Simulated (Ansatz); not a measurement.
**Geometry relaxation, with input and output: Rh (part 1 of 2)**

Rh (P6₃/mmc, 4 atoms in the cell), computed with DFT PBEsol, scalar-relativistic, plane waves, PAW, no spin polarisation (Ansatz 0.2.0).

The structure derives from a Materials Project entry. It belongs to a series of runs on one base structure; here: relaxed at 8 GPa. Figures and captions count atoms from 1; the log counts them from 0 in places.

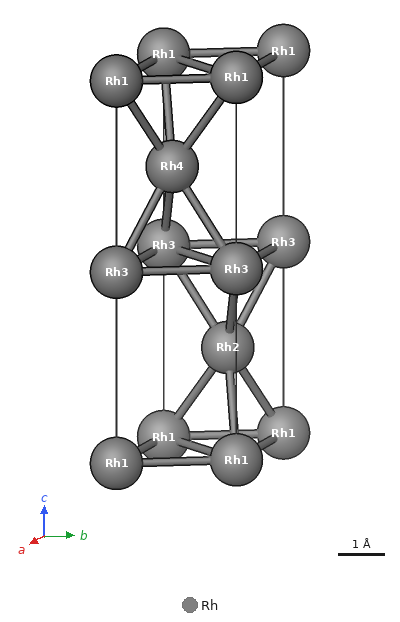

*The structure as given in the input (ball-and-stick view of the cell of the calculation, seen slightly off an axis; atoms are numbered from 1 in the order of the input). An atom can appear more than once, as a periodic image.*

Near neighbours in the periodic cell (some may lie outside the picture): Rh has 12 Rh at 2.65 Å.

## Results in brief

| quantity | value |
| --- | --- |
| outcome | converged |
| space group (tolerance 0.01 Å) | P6₃/mmc (194) |
| electrons treated | 68 |
| free energy | −25354.8835 eV |
| Fermi energy | 23.504 eV |
| gap on the k-point mesh | none (metallic) |
| pressure | 8.00 GPa |
| final volume | 52.74 Å³ |
| largest force (length of the vector) at the end | under 0.001 eV/Å |
| final cell | a = 2.653 Å, b = 2.653 Å, c = 8.654 Å, α = 90.00°, β = 90.00°, γ = 120.00° |
| hardware | 1 thread of AMD EPYC (Zen 3), 189 GiB of memory available, shared host |
| wall time | 2.1 min |
| peak memory | 0.51 GiB |

## Remarks

The cell was relaxed to the target pressure of the input; what is minimised is then the enthalpy E + pV.

## Input file
```yaml
crystal:
  lattice:
    - [2.6524867038, 0.0, 0.0]
    - [-1.3262433519, 2.2971208687, 0.0]
    - [0.0, 0.0, 8.6516298989]
  atoms:
    - { symbol: Rh, position: [0.0, 0.0, 0.0] }
    - { symbol: Rh, position: [0.3333333333, 0.6666666667, 0.25] }
    - { symbol: Rh, position: [0.0, 0.0, 0.5] }
    - { symbol: Rh, position: [0.6666666667, 0.3333333333, 0.75] }
basis:
  ecutwfc: 420
kpoints:
  mp_grid: { grid: [18, 18, 6] }
hamiltonian:
  xc: pbesol
scf:
  occupations: { method: gaussian, width: 0.1 }
output:
  forces: true
  stress: true
  eigenvalues: true
relax:
  adjacent_minimum: "off"
  f_tol: 0.008
  max_steps: 50
  cell: { stress_tol: 0.08, p_target: 8.0 }
```

Run as:
```bash
ansatz run input.yaml --threads 1 --pin off --max-ram 2560MiB --backend cpu --events-out ev --progress --plain --runs-dir out
```

## Output
```
Engine: ansatz 0.2.0, x86_64-unknown-linux-gnu
Pseudopotentials: kind: paw
Pseudopotential: Rh, paw, valence charge 17, recommended cutoff 420 eV (normal), Rh.paw.azcp
Functional definition: PBEsol
  exchange = pbesol_x
  correlation = pbesol_c
Crystal: 4 atoms, lattice volume = 52.715 Å³
Basis set: ecut = 420 eV, 1043 PW (Γ), exchange–correlation on 36×36×120 points (8 copies of the dense FFT grid, shifted against one another)
Bands: 41, of which v1, the nominal top of the filled ones, is band 34 counted from 1 (33 counted from 0)
Symmetry: 24 space group operations
Space group: P63/mmc (ITA 194), of the structure as read, at distance tolerance 3.7e-5 Å
k-points: 148 of 1944
Non-local potential: Rh, projectors of the file, l = 0: 3, l = 1: 2, l = 2: 2, l = 3: 1
PAW form: soft (Blöchl's): semilocal exchange-correlation on the pseudo side does not see the compensation charge
PAW frozen core: Rh, regenerated for the run's functional, and the local potential with it (the file was generated under x = pbe(κ = 0.804, μ = 0.2195149727645171), c = pbe(β = 0.06672455060314922))
PAW one-centre angular grid: Rh, 590 points (default); XC on 64 Gauss nodes
Initial density: superposition of atomic densities (neutral atoms: chi_scale 0, normalization atom), corrected by the library's trained network
Initial wavefunctions: pseudopotential atomic-orbital guess
Functional: x = pbesol(κ = 0.804, μ = 0.12345679012345678), c = pbesol(β = 0.046)
SCF iter   1: F=—  HF=-25354.892744 eV  |F-HF|=—  |Δ(HF+E_count)|=         —  Δρ=1.16e-2  dr2=4.82e-2  ethr=1.77e-3  ⟨swp⟩=5.7  Hψ=20644  notcnv=0  defer=15
preconditioner: auto → Kerker (q_TF=auto, 2.847 Å⁻¹)  [metal: Δε(μ)=0.007 eV  Ē_g=6.897 eV  σ=0.100 eV  W_gap=0.04  n_scr=24 (ndim 8)  ℏωp=30.7 eV  f_vac=0.000  D(μ)=5.40/eV (n_scr^D=64)]
SCF iter   2: F=—  HF=-25354.885151 eV  |F-HF|=—  |Δ(HF+E_count)|=   7.59e-3  Δρ=5.47e-3  dr2=9.81e-3  ethr=7.10e-5  ⟨swp⟩=2.5  Hψ=9912  notcnv=0  defer=23
SCF iter   3: F=—  HF=-25354.882099 eV  |F-HF|=—  |Δ(HF+E_count)|=   3.05e-3  Δρ=9.10e-4  dr2=1.31e-4  ethr=1.44e-5  ⟨swp⟩=2.0  Hψ=8521  notcnv=0  defer=23
SCF iter   4: F=—  HF=-25354.882129 eV  |F-HF|=—  |Δ(HF+E_count)|=   3.05e-5  Δρ=1.42e-4  dr2=5.34e-6  ethr=1.92e-7  ⟨swp⟩=2.3  Hψ=10000  notcnv=0  defer=23
SCF iter   5: F=—  HF=-25354.882131 eV  |F-HF|=—  |Δ(HF+E_count)|=   1.56e-6  Δρ=2.91e-5  dr2=1.75e-7  ethr=7.85e-9  ⟨swp⟩=2.9  Hψ=10079  notcnv=0  defer=23
SCF iter   6: F=-25354.882131 eV  HF=-25354.882131 eV  |F-HF|=3.89e-10  |Δ(HF+E_count)|=   9.63e-9  Δρ=5.48e-6  dr2=9.85e-9  ethr=1.47e-10  ⟨swp⟩=6.8  Hψ=21152  notcnv=0
SCF 1 converged in 6 iterations: F = -25354.882131 eV  dr2 = 9.85e-9
  greatest PAW one-centre occupation: 1.000 electrons in one spin orbital (limit 2), on the Rh atom at site 2 (counted from 0), in its partial waves of l = 0
relax step   1: F+E_penalty+E_count = -25354.88213054 eV  Δ(F+E_penalty+E_count) = +0.000e0 eV  max|allowed force component| = 6.476e-17 eV/Å  Δτ_max = 0.0000 Å  P = +8.167 GPa  Ω = 52.715 Å³  (6 SCF iters, dr2 threshold 1.00e-7 eV, accepted)
Crystal: 4 atoms, lattice volume = 52.765 Å³
Initial density: handed on by an earlier stage of this run
Initial wavefunctions: those handed on with the density
iter 1 solved again at ethr=5.04e-9 eV; its pass at ethr=3.10e-3 eV (dr2=3.43e-6 eV) is discarded
SCF iter   1: F=—  HF=-25354.884606 eV  |F-HF|=—  |Δ(HF+E_count)|=         —  Δρ=9.16e-5  dr2=3.51e-6  ethr=5.04e-9  ⟨swp⟩=2.0  Hψ=24890  notcnv=0
preconditioner: auto → Kerker (q_TF=auto, 2.846 Å⁻¹)  [metal: Δε(μ)=0.014 eV  Ē_g=6.881 eV  σ=0.100 eV  W_gap=0.08  n_scr=24 (ndim 8)  ℏωp=30.7 eV  f_vac=0.000  D(μ)=5.47/eV (n_scr^D=64)]
SCF iter   2: F=—  HF=-25354.884606 eV  |F-HF|=—  |Δ(HF+E_count)|=   5.08e-7  Δρ=4.91e-5  dr2=8.94e-7  ethr=5.04e-9  ⟨swp⟩=1.6  Hψ=7657  notcnv=0
iter 3 did not close the SCF: its close was put off for the readings that it lacked (scf_convergence_deferred on its scf_iter line)
SCF iter   3: F=-25354.884605 eV  HF=-25354.884605 eV  |F-HF|=2.76e-10  |Δ(HF+E_count)|=   1.57e-7  Δρ=8.56e-6  dr2=1.55e-8  ethr=1.32e-9  ⟨swp⟩=2.0  Hψ=8317  notcnv=0
iter 4 did not close the SCF: its close was put off for the readings that it lacked (scf_convergence_deferred on its scf_iter line)
SCF iter   4: F=-25354.884605 eV  HF=-25354.884605 eV  |F-HF|=3.27e-11  |Δ(HF+E_count)|=  2.51e-10  Δρ=9.28e-7  dr2=2.43e-10  ethr=2.27e-11  ⟨swp⟩=1.9  Hψ=9195  notcnv=0
iter 5 did not close the SCF: its close was put off for the readings that it lacked (scf_convergence_deferred on its scf_iter line)
SCF iter   5: F=-25354.884605 eV  HF=-25354.884605 eV  |F-HF|=1.09e-11  |Δ(HF+E_count)|=  9.09e-11  Δρ=3.00e-7  dr2=3.39e-11  ethr=1.00e-12  ⟨swp⟩=1.7  Hψ=6435  notcnv=0
SCF iter   6: F=-25354.884605 eV  HF=-25354.884605 eV  |F-HF|=3.64e-12  |Δ(HF+E_count)|=  3.64e-12  Δρ=7.31e-8  dr2=2.01e-12  ethr=1.00e-12  ⟨swp⟩=1.0  Hψ=12728  notcnv=0
SCF 2 converged in 6 iterations: F = -25354.884605 eV  dr2 = 2.01e-12
relax step   2: F+E_penalty+E_count = -25354.88460547 eV  Δ(F+E_penalty+E_count) = -2.475e-3 eV  max|allowed force component| = 1.850e-17 eV/Å  Δτ_max = 0.0000 Å  P = +7.848 GPa  Ω = 52.765 Å³  energy of the carried Pulay correction = -3.144e-5 eV  (6 SCF iters, dr2 threshold 9.10e-8 eV, accepted)
Crystal: 4 atoms, lattice volume = 52.741 Å³
iter 1 solved again at ethr=1.16e-9 eV; its pass at ethr=3.10e-3 eV (dr2=7.88e-7 eV) is discarded
SCF iter   1: F=—  HF=-25354.883439 eV  |F-HF|=—  |Δ(HF+E_count)|=         —  Δρ=4.33e-5  dr2=8.11e-7  ethr=1.16e-9  ⟨swp⟩=2.0  Hψ=24891  notcnv=0
preconditioner: auto → Kerker (q_TF=auto, 2.846 Å⁻¹)  [metal: Δε(μ)=0.014 eV  Ē_g=6.885 eV  σ=0.100 eV  W_gap=0.08  n_scr=24 (ndim 8)  ℏωp=30.7 eV  f_vac=0.000  D(μ)=5.47/eV (n_scr^D=64)]
SCF iter   2: F=—  HF=-25354.883440 eV  |F-HF|=—  |Δ(HF+E_count)|=   2.48e-7  Δρ=2.31e-5  dr2=2.04e-7  ethr=1.16e-9  ⟨swp⟩=1.9  Hψ=8362  notcnv=0
iter 3 did not close the SCF: its close was put off for the readings that it lacked (scf_convergence_deferred on its scf_iter line)
SCF iter   3: F=-25354.883440 eV  HF=-25354.883440 eV  |F-HF|=2.66e-10  |Δ(HF+E_count)|=   3.40e-8  Δρ=4.30e-6  dr2=4.15e-9  ethr=3.00e-10  ⟨swp⟩=2.0  Hψ=8388  notcnv=0
iter 4 did not close the SCF: its close was put off for the readings that it lacked (scf_convergence_deferred on its scf_iter line)
SCF iter   4: F=-25354.883440 eV  HF=-25354.883440 eV  |F-HF|=1.46e-11  |Δ(HF+E_count)|=  1.42e-10  Δρ=4.64e-7  dr2=7.09e-11  ethr=6.11e-12  ⟨swp⟩=2.0  Hψ=9918  notcnv=0
iter 5 did not close the SCF: its close was put off for the readings that it lacked (scf_convergence_deferred on its scf_iter line)
SCF iter   5: F=-25354.883440 eV  HF=-25354.883440 eV  |F-HF|=7.28e-12  |Δ(HF+E_count)|=  2.18e-11  Δρ=1.56e-7  dr2=9.59e-12  ethr=1.00e-12  ⟨swp⟩=1.0  Hψ=6068  notcnv=0
iter 6 did not close the SCF: its close was put off for the readings that it lacked (scf_convergence_deferred on its scf_iter line)
SCF iter   6: F=-25354.883440 eV  HF=-25354.883440 eV  |F-HF|=0.00e0  |Δ(HF+E_count)|=    0.00e0  Δρ=3.41e-8  dr2=4.65e-13  ethr=1.00e-12  ⟨swp⟩=1.0  Hψ=6068  notcnv=0
SCF iter   7: F=-25354.883440 eV  HF=-25354.883440 eV  |F-HF|=0.00e0  |Δ(HF+E_count)|=    0.00e0  Δρ=7.71e-9  dr2=1.75e-14  ethr=1.00e-12  ⟨swp⟩=1.0  Hψ=12728  notcnv=0
SCF 3 converged in 7 iterations: F = -25354.883440 eV  dr2 = 1.75e-14
relax step   3: F+E_penalty+E_count = -25354.88343954 eV  Δ(F+E_penalty+E_count) = +1.166e-3 eV  max|allowed force component| = 3.701e-17 eV/Å  Δτ_max = 0.0000 Å  P = +8.000 GPa  Ω = 52.741 Å³  energy of the carried Pulay correction = -1.647e-5 eV  (7 SCF iters, dr2 threshold 6.39e-8 eV, accepted)
Initial wavefunctions: pseudopotential atomic-orbital guess (no wavefunctions were taken with the density)
iter 1 solved again at ethr=5.78e-8 eV; its pass at ethr=3.10e-3 eV (dr2=3.93e-5 eV) is discarded
SCF iter   1: F=—  HF=-25354.883451 eV  |F-HF|=—  |Δ(HF+E_count)|=         —  Δρ=1.82e-6  dr2=6.60e-10  ethr=5.78e-8  ⟨swp⟩=3.3  Hψ=35328  notcnv=0
eigensolver tolerance schedule: the retry pair's looser diagonalisation over-reported the residual by 59503.99 of it (diagonalisation noise at an unbounded share of the residual, at the tolerance the schedule requests for it); recorded, not acted on — ethr = c·dr2/N_el stays at c = 1.0e-1
SCF iter   2: F=—  HF=-25354.883453 eV  |F-HF|=—  |Δ(HF+E_count)|=   1.10e-6  Δρ=7.52e-7  dr2=9.95e-11  ethr=1.00e-12  ⟨swp⟩=3.9  Hψ=17296  notcnv=0
iter 3 did not close the SCF: its close was put off for the readings that it lacked (scf_convergence_deferred on its scf_iter line)
SCF iter   3: F=-25354.883453 eV  HF=-25354.883453 eV  |F-HF|=1.82e-11  |Δ(HF+E_count)|=  3.64e-12  Δρ=5.10e-7  dr2=4.58e-11  ethr=1.00e-12  ⟨swp⟩=1.0  Hψ=6068  notcnv=0
iter 4 did not close the SCF: its close was put off for the readings that it lacked (scf_convergence_deferred on its scf_iter line)
SCF iter   4: F=-25354.883453 eV  HF=-25354.883453 eV  |F-HF|=0.00e0  |Δ(HF+E_count)|=  3.64e-12  Δρ=4.01e-8  dr2=1.91e-13  ethr=1.00e-12  ⟨swp⟩=1.0  Hψ=6068  notcnv=0
iter 5 did not close the SCF: its close was put off for the readings that it lacked (scf_convergence_deferred on its scf_iter line)
SCF iter   5: F=-25354.883453 eV  HF=-25354.883453 eV  |F-HF|=0.00e0  |Δ(HF+E_count)|=    0.00e0  Δρ=1.68e-8  dr2=3.13e-14  ethr=1.00e-12  ⟨swp⟩=1.0  Hψ=6068  notcnv=0
iter 6 did not close the SCF: its close was put off for the readings that it lacked (scf_convergence_deferred on its scf_iter line)
SCF iter   6: F=-25354.883453 eV  HF=-25354.883453 eV  |F-HF|=7.28e-12  |Δ(HF+E_count)|=  7.28e-12  Δρ=5.82e-9  dr2=1.20e-14  ethr=1.00e-12  ⟨swp⟩=1.0  Hψ=6068  notcnv=0
SCF iter   7: F=-25354.883453 eV  HF=-25354.883453 eV  |F-HF|=7.28e-12  |Δ(HF+E_count)|=    0.00e0  Δρ=3.68e-9  dr2=2.82e-15  ethr=1.00e-12  ⟨swp⟩=1.0  Hψ=12738  notcnv=0
SCF 4 converged in 7 iterations: F = -25354.883453 eV  dr2 = 2.82e-15
relax step   4: F+E_penalty+E_count = -25354.88345254 eV  Δ(F+E_penalty+E_count) = -1.300e-5 eV  max|allowed force component| = 3.701e-17 eV/Å  Δτ_max = 0.0000 Å  P = +8.000 GPa  Ω = 52.741 Å³  stress off target by 1.62e-3 GPa  SCF on the basis re-selected at this cell (its energy is not comparable with the rows above)  (7 SCF iters)
```
